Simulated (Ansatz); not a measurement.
## Electronic structure of BeSe in real space

```xyz
4
Lattice="2.5085 2.5085 -5.1630 2.5815 -2.5815 0.0000 -2.5815 -2.5815 0.0000" Properties=species:S:1:pos:R:3 pbc="T T T"
Be    2.5048    2.5048   -5.1627
Be    2.5413   -0.0402   -2.5812
Se   -1.3053   -1.3053   -1.2910
Se    1.2396   -1.3418   -3.8725
```

Space group Cm; a structure from a database of computed crystals, not necessarily the ambient phase.

These are results of DFT r2SCAN, scalar-relativistic, plane waves, PAW in Ansatz 0.2.0, not measurements.

Core electrons are frozen (PAW), and the valence fields are smoothed inside the atomic spheres.

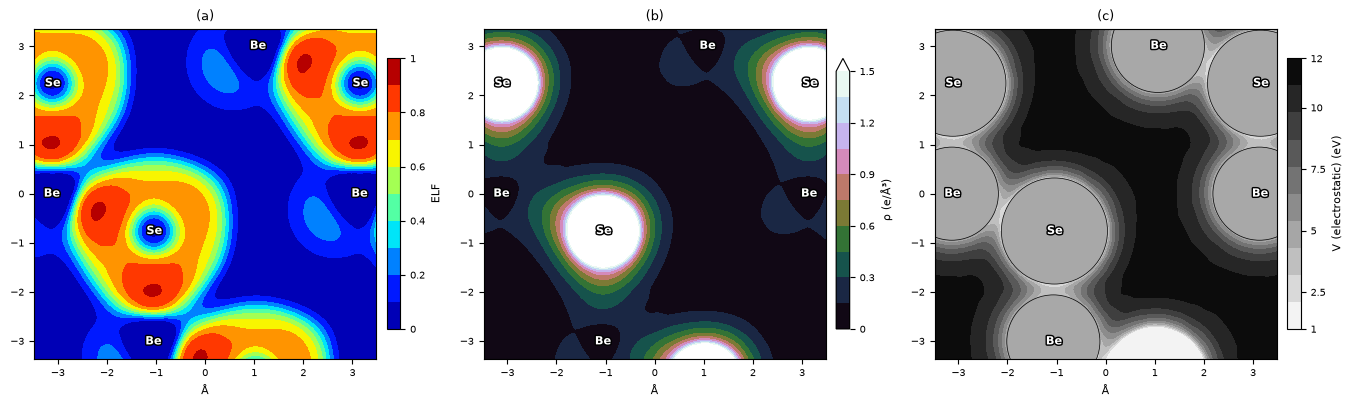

Figure 1. (a) electron localisation function; (b) valence pseudo-density; (c) electrostatic potential (local pseudopotential plus Hartree) felt by an electron on the (010) plane of the conventional cell. Grey discs cover the atomic cores in the potential map.

Question: What do the fields say about this system?

Answer: The plane passes through Be and Se nuclei. Be–Se (2.22 Å): ρ is about 0.61 e/Å³ halfway; the ELF peaks at about 0.90 between the atoms: a shared but strongly polarised pair. Between the atoms the lowest density in this plane is 0.02 e/Å³. Outside the cores the potential energy rises away from the atoms and is highest about 2.2 Å from the nearest atoms; its zero is arbitrary.

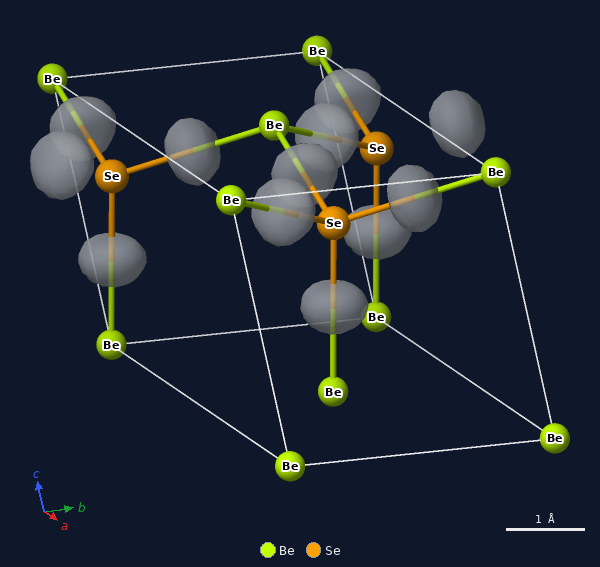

Figure 2. Isosurface of the ELF at 0.85 (grey), seen slightly off an axis. Only the valence region is drawn (cores and ρ < 0.01 e/Å³ removed). Sticks mark near contacts.

Question: Identify the bonds, lone pairs and shells in this picture.

Answer: At this value the surface marks out eight regions between bonded Be–Se atoms (shared pairs), counted in one cell of 4 atoms. Regions shared between cells count once.

Question: Does the calculation give a band gap?

Answer: It is gapped, with a Kohn–Sham gap of 3.0 eV on the k-point mesh, an upper bound to the gap of this method.
